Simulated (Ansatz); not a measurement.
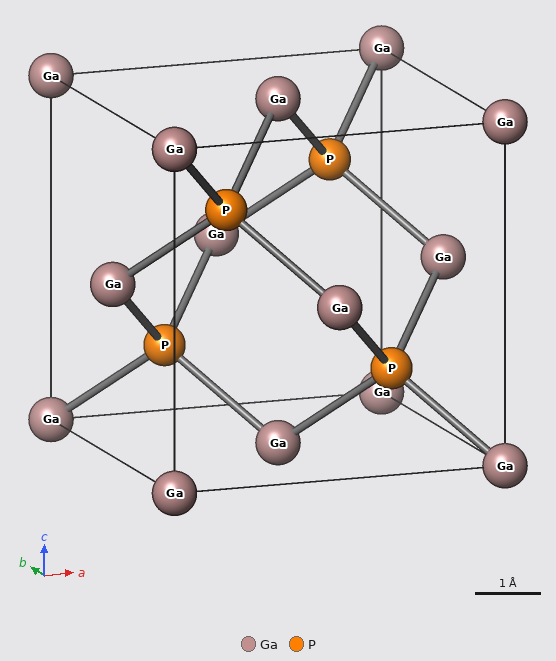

Lattice vibrations of solid GaP, at the zone centre. A ball-and-stick model of the conventional cell (4 times the calculation's cell), seen slightly off an axis. Lengths and directions refer to the drawn axes.

All numbers below come from DFT PBE, scalar-relativistic, plane waves, PAW (Ansatz). (plane-wave cutoff 420 eV; k-point mesh 8 × 8 × 8; occupations fixed; no spin polarisation)

Frequencies are those without the non-analytic (LO–TO) term.

**List the optical modes.**

The calculation's cell holds 2 atoms, so there are 3 optical modes, in 1 level. The optical modes span T₂. No level is unstable.

```json
{"level": "1", "symmetry": "T₂", "frequency (cm⁻¹)": "345", "activity": "infrared- and Raman-active"}
```

The modes drawn as arrows (one member of each degenerate set):

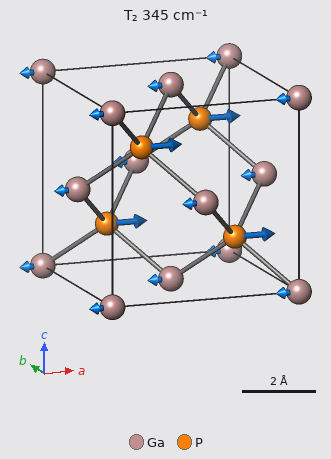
